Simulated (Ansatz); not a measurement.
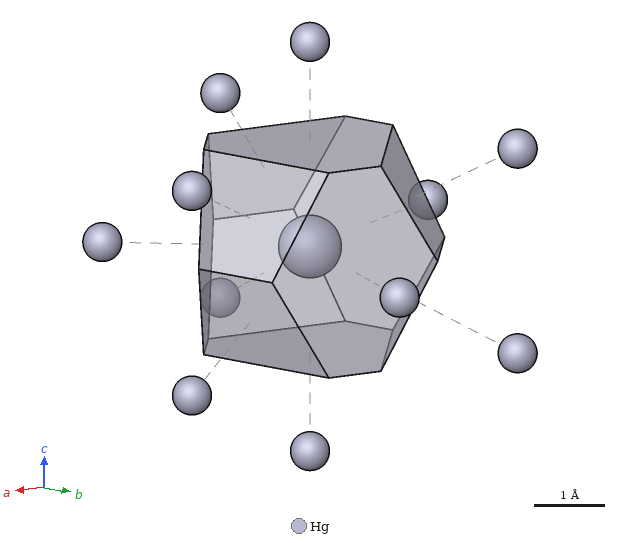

Voronoi cell (the region closer to this atom than to any other), computed from the atomic positions without radii. Central atom: Hg1 (2d) in Hg; faces take the colour of the neighbour behind them. Origin: the geometry relaxed at fixed volume with DFT PBE+D3(BJ), scalar-relativistic, plane waves, PAW in Ansatz 0.2.0.

Hg, space group P6/mmm (No. 191), a = 5.217 Å, b = 5.217 Å, c = 3.075 Å, α = 90.00°, β = 90.00°, γ = 120.00°

```
site  Wyckoff       x       y       z
 Hg1       2d  0.3333  0.6667  0.5000
 Hg2       1a  0.0000  0.0000  0.0000
```

### Give the Voronoi index ⟨n3,n4,n5,n6,…⟩ (numbers of faces with 3, 4, 5, 6 … edges).

11 faces, index ⟨0,6,0,5⟩.

### Which neighbours share a face with the central atom?

11 Hg (100 % of the solid angle).

### What is the volume of this Voronoi cell?

23.9 Å³, against a mean of 24.2 Å³ per atom in this structure.
